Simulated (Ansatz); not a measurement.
## Electronic structure of Ga24N25 (cell charge −1, with a compensating background) (cell with a defect) in real space

Ga24N25 (cell charge −1, with a compensating background) (cell with a defect), 49 atoms, a = 8.30 Å, b = 8.30 Å, c = 8.30 Å, α = 84.36°, β = 84.36°, γ = 84.36°.

These are results of Ansatz, DFT PBE, scalar-relativistic, plane waves, PAW, not measurements.

Core electrons are frozen (PAW), and the valence fields are smoothed inside the atomic spheres.

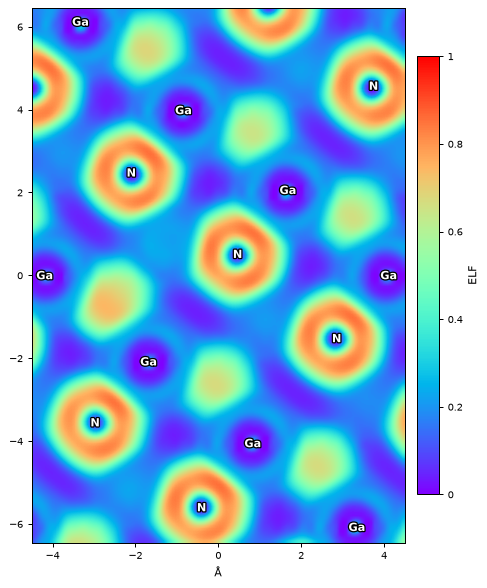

Figure 1. ELF on the (11̄0) plane of the calculation cell.

Interpret the plot.

The section cuts through Ga and N sites.
Atoms just off the plane (Ga, 0.7 Å away and N, 0.8 Å away) can leave unmarked features too.
Ga–N (1.96 Å): the ELF peaks at about 0.85 in the valence shell of N, 0.7 Å from its nucleus, and is about 0.45 at the midpoint.
Ga–N (1.98 Å): the ELF peaks at about 0.85 in the valence shell of N, 0.7 Å from its nucleus, and is about 0.45 at the midpoint.

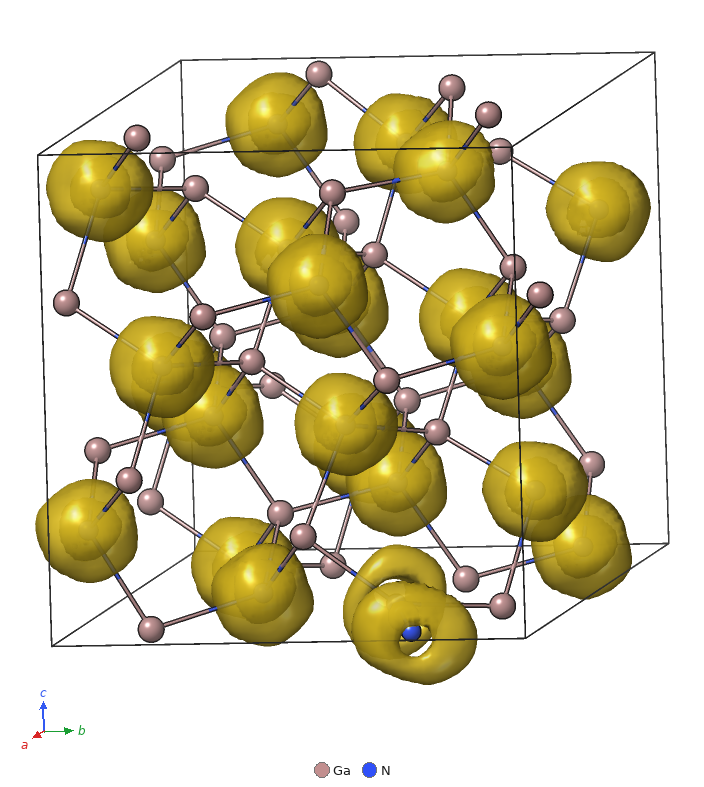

Figure 2. Isosurface of the ELF at 0.75 (yellow), seen slightly off an axis. Only the valence region is drawn (cores and ρ < 0.01 e/Å³ removed). Sticks mark near contacts.

What do the ELF domains correspond to?

The ELF exceeds this value in one region between bonded N–N atoms (shared pairs) and 25 regions wrapped around N (the valence shell of each), counted in one cell of 49 atoms. Regions shared between cells count once. Profiles from the grid: N–N (1.45 Å): the ELF peaks at about 0.85 between the atoms, as expected for a covalent bond. Ga–N (1.83 Å): the ELF peaks at about 0.85 in the valence shell of N, 0.6 Å from its nucleus, and is about 0.50 at the midpoint.

Does the calculation make it a metal, or give it a gap?

It is gapped, with a Kohn–Sham gap of 1.4 eV on the k-point mesh, an upper bound to the gap of this method.
